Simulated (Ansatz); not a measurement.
## CsPbCl$_{3}$: a changed input and its effect

System: CsPbCl$_{3}$ (Pm-3m, 5 atoms in the cell).
Method of run 1: Kohn-Sham DFT of a periodic cell, PBE, Ansatz PAW large core, no spin polarisation (Ansatz 0.2.0).

The structure derives from an entry of the Crystallography Open Database. Text and figures count atoms from 1; the logs count them from 0 in places.

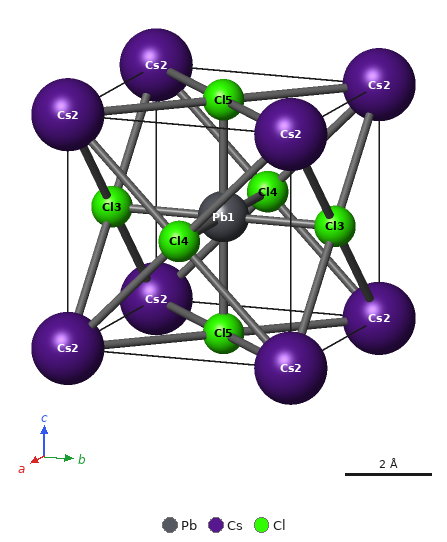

Figure 1. The structure as given in the input (ball-and-stick view of the cell of the calculation, seen slightly off an axis; atoms are numbered from 1 in the order of the input).

Input file, run 1:
```yaml
crystal:
  lattice:
    - [5.605, 0.0, 0.0]
    - [0.0, 5.605, 0.0]
    - [0.0, 0.0, 5.605]
  atoms:
    - { symbol: Pb, position: [0.5, 0.5, 0.5] }
    - { symbol: Cs, position: [0.0, 0.0, 0.0] }
    - { symbol: Cl, position: [0.5, 0.0, 0.5] }
    - { symbol: Cl, position: [0.0, 0.5, 0.5] }
    - { symbol: Cl, position: [0.5, 0.5, 0.0] }
hamiltonian:
  xc: pbe
  pseudopotentials: { kind: paw, core: large }
kpoints:
  mp_grid: { grid: [5, 5, 5] }
scf:
  occupations: { method: fermi_dirac, width: 0.05 }
output:
  forces: true
  stress: true
  eigenvalues: true
  write_density: true
  write_potential: true
  elf: true
  volumetric_format: npy
```

Launched with:
```bash
ansatz run input.yaml --threads 2 --pin off --max-ram 5120MiB --backend cpu --events-out ev --progress --plain --runs-dir out
```

Hardware: 2 threads of Arm Neoverse V2, 24 GiB of memory available, shared host.

Output, shortened to warnings, some set-up lines, iterations and results (run 1):
```
Warning: of Pb, Cs the run reads no dataset of the core that `hamiltonian.pseudopotentials.core` asks for: this build lists none beside the file that it uses, or the input names that file
Basis set: ecut = 420 eV, 3407 PW (Γ), exchange–correlation on 80×80×80 points (8 copies of the dense FFT grid, shifted against one another)
Symmetry: 48 space group operations
k-points: 10 of 125
Initial density: superposition of atomic densities (neutral atoms: chi_scale 0, normalization atom), corrected by the library's trained network
[...]
SCF iter   1: F=—  HF=-20823.284493 eV  |F-HF|=—  |Δ(HF+E_count)|=         —  Δρ=5.03e-4  dr2=2.22e-4  ethr=1.77e-3  ⟨swp⟩=7.4  Hψ=1402  notcnv=0
SCF iter   2: F=—  HF=-20823.283740 eV  |F-HF|=—  |Δ(HF+E_count)|=   7.53e-4  Δρ=2.23e-4  dr2=5.74e-5  ethr=5.04e-7  ⟨swp⟩=3.0  Hψ=694  notcnv=0  defer=2
SCF iter   3: F=—  HF=-20823.283765 eV  |F-HF|=—  |Δ(HF+E_count)|=   2.52e-5  Δρ=1.06e-4  dr2=9.93e-6  ethr=1.30e-7  ⟨swp⟩=2.0  Hψ=458  notcnv=0  defer=2
SCF iter   4: F=—  HF=-20823.283790 eV  |F-HF|=—  |Δ(HF+E_count)|=   2.46e-5  Δρ=4.14e-5  dr2=1.90e-6  ethr=2.26e-8  ⟨swp⟩=2.0  Hψ=470  notcnv=0  defer=2
SCF iter   5: F=—  HF=-20823.283794 eV  |F-HF|=—  |Δ(HF+E_count)|=   4.30e-6  Δρ=1.52e-5  dr2=3.55e-7  ethr=4.32e-9  ⟨swp⟩=2.4  Hψ=444  notcnv=0  defer=2
SCF iter   6: F=-20823.283794 eV  HF=-20823.283794 eV  |F-HF|=3.47e-8  |Δ(HF+E_count)|=   1.49e-7  Δρ=5.64e-6  dr2=5.98e-8  ethr=2.27e-10  ⟨swp⟩=13.9  Hψ=2156  notcnv=0
SCF 1 converged in 6 iterations: F = -20823.283794 eV  dr2 = 5.98e-8
SCF converged after 6 iterations
Free energy (F): -20823.283794 eV
Harris-Foulkes:  -20823.283794 eV  (|F-HF|=3.47e-8)
Internal energy: -20823.283794 eV  (E = F + TS)
E sigma→0 (E₀):  -20823.283794 eV
Fermi energy:    4.974381 eV
--- Per-component energies (eV) ---
  E_band       = -234.096429
  E_kinetic    = 913.506124
  E_local      = -2668.184451  (includes V_loc(G=0)·N_el)
  E_nonlocal   = 465.772714
  E_hartree    = 1011.085631
  E_xc         = -718.487027
  E_vxc        = -627.142813  (∫ρ·V_xc dr)
  E_paw        = -17446.777798  (= ΣΔE_a)
  E_vpaw       = -340.207385  (= ΣTr[D̂ρ^β])
  E_aug_tail   = 0.000317  (compensation charges beyond the density's cutoff)
  E_ewald      = -2380.199303
  E_smearing   = -0.000000  (= −TS)
  E_closure    = -0.000000  (closes the sum)
  Σ components = -20823.283794   (vs F -20823.283794, Δ=0.00e0)
--- Forces (eV/Å), atoms counted from 1 ---
  atom   1  Pb     0.00000000    -0.00000000    -0.00000000
  atom   2  Cs    -0.00000000     0.00000000     0.00000000
  atom   3  Cl     0.00000000    -0.00000000     0.00000000
  atom   4  Cl     0.00000000    -0.00000000     0.00000000
  atom   5  Cl     0.00000000    -0.00000000     0.00000000
  max |Σ_I F_I| component: 2.42e-28 eV/Å
--- Stress (GPa, compression-positive) ---
        1.731773       0.000000       0.000000
       -0.000000       1.731773       0.000000
        0.000000       0.000000       1.731773
  P = ⅓ Tr σ = 1.7318 GPa (17.318 kbar)
```

The input of run 2 differs as follows (lines with − go, lines with + come):
```diff
-  pseudopotentials: { kind: paw, core: large }
+  pseudopotentials: { kind: paw }
+basis:
+  ecutwfc: "250 eV"
-  write_density: true
-  write_potential: true
-  elf: true
-  volumetric_format: npy
```

How does run 2 compare with run 1?

The total energies belong to different models, so their difference says nothing on which is more stable or more accurate. The gap on the mesh goes from 2.95 to 3.01 eV. The number of SCF iterations is the same. The plane waves at Γ go from 3407 to 1575.

Output, shortened to warnings, some set-up lines, iterations and results (run 2):
```
Warning: basis.ecutwfc = 250 eV is below the records' recommended 420 eV, and the density's cutoff is lower with it unless basis.ecutrho_ratio is high enough to keep the records' density cutoff: compare with a run at a higher cutoff
Basis set: ecut = 250 eV, 1575 PW (Γ), exchange–correlation on 60×60×60 points (8 copies of the dense FFT grid, shifted against one another)
Symmetry: 48 space group operations
k-points: 10 of 125
Initial density: superposition of atomic densities (neutral atoms: chi_scale 0, normalization atom), corrected by the library's trained network
[...]
SCF iter   1: F=—  HF=-20822.493108 eV  |F-HF|=—  |Δ(HF+E_count)|=         —  Δρ=7.13e-3  dr2=3.38e-2  ethr=1.77e-3  ⟨swp⟩=6.7  Hψ=1342  notcnv=0
SCF iter   2: F=—  HF=-20822.483451 eV  |F-HF|=—  |Δ(HF+E_count)|=   9.66e-3  Δρ=3.19e-3  dr2=5.22e-3  ethr=7.67e-5  ⟨swp⟩=2.0  Hψ=580  notcnv=0  defer=3
SCF iter   3: F=—  HF=-20822.484060 eV  |F-HF|=—  |Δ(HF+E_count)|=   6.10e-4  Δρ=4.95e-4  dr2=1.49e-4  ethr=1.19e-5  ⟨swp⟩=2.0  Hψ=473  notcnv=0  defer=3
SCF iter   4: F=—  HF=-20822.484150 eV  |F-HF|=—  |Δ(HF+E_count)|=   9.00e-5  Δρ=4.93e-5  dr2=3.10e-6  ethr=3.38e-7  ⟨swp⟩=2.0  Hψ=458  notcnv=0  defer=3
SCF iter   5: F=—  HF=-20822.484455 eV  |F-HF|=—  |Δ(HF+E_count)|=   3.04e-4  Δρ=1.09e-5  dr2=1.83e-7  ethr=7.04e-9  ⟨swp⟩=2.0  Hψ=476  notcnv=0  defer=3
SCF iter   6: F=-20822.484455 eV  HF=-20822.484455 eV  |F-HF|=9.49e-9  |Δ(HF+E_count)|=   6.92e-8  Δρ=2.42e-6  dr2=1.93e-8  ethr=2.27e-10  ⟨swp⟩=8.7  Hψ=1296  notcnv=0
SCF 1 converged in 6 iterations: F = -20822.484455 eV  dr2 = 1.93e-8
SCF converged after 6 iterations
Free energy (F): -20822.484455 eV
Harris-Foulkes:  -20822.484455 eV  (|F-HF|=9.49e-9)
Internal energy: -20822.484455 eV  (E = F + TS)
E sigma→0 (E₀):  -20822.484455 eV
Fermi energy:    4.988160 eV
--- Per-component energies (eV) ---
  E_band       = -235.647958
  E_kinetic    = 919.074889
  E_local      = -2666.051260  (includes V_loc(G=0)·N_el)
  E_nonlocal   = 459.483959
  E_hartree    = 1008.440268
  E_xc         = -719.934277
  E_vxc        = -628.982635  (∫ρ·V_xc dr)
  E_paw        = -17443.300486  (= ΣΔE_a)
  E_vpaw       = -336.059231  (= ΣTr[D̂ρ^β])
  E_aug_tail   = 0.001756  (compensation charges beyond the density's cutoff)
  E_ewald      = -2380.199303
  E_smearing   = -0.000000  (= −TS)
  E_closure    = -0.000000  (closes the sum)
  Σ components = -20822.484455   (vs F -20822.484455, Δ=0.00e0)
--- Forces (eV/Å), atoms counted from 1 ---
  atom   1  Pb     0.00000000    -0.00000000     0.00000000
  atom   2  Cs    -0.00000000     0.00000000    -0.00000000
  atom   3  Cl     0.00000000     0.00000000    -0.00000000
  atom   4  Cl     0.00000000    -0.00000000    -0.00000000
  atom   5  Cl     0.00000000     0.00000000     0.00000000
  max |Σ_I F_I| component: 6.05e-29 eV/Å
--- Stress (GPa, compression-positive) ---
        1.808637       0.000000      -0.000000
       -0.000000       1.808637       0.000000
        0.000000       0.000000       1.808637
  P = ⅓ Tr σ = 1.8086 GPa (18.086 kbar)
```

The two runs side by side:

| quantity | run 1 | run 2 |
| --- | --- | --- |
| outcome | converged | converged |
| free energy per atom (eV) | −4164.6568 | −4164.4969 |
| gap on the mesh (eV) | 2.95 | 3.01 |
| pressure (GPa) | 1.73 | 1.81 |
| largest force (eV/Å) | 0.000 | 0.000 |
| SCF iterations | 6 | 6 |
| irreducible k-points | 10 | 10 |
| plane waves at Γ | 3407 | 1575 |
| wall time (shared host) | 1.8 s | 0.75 s |

For both runs: Spin–orbit coupling is left out, which matters for Pb. For run 2: Warnings: the cutoff is below the recommended one.
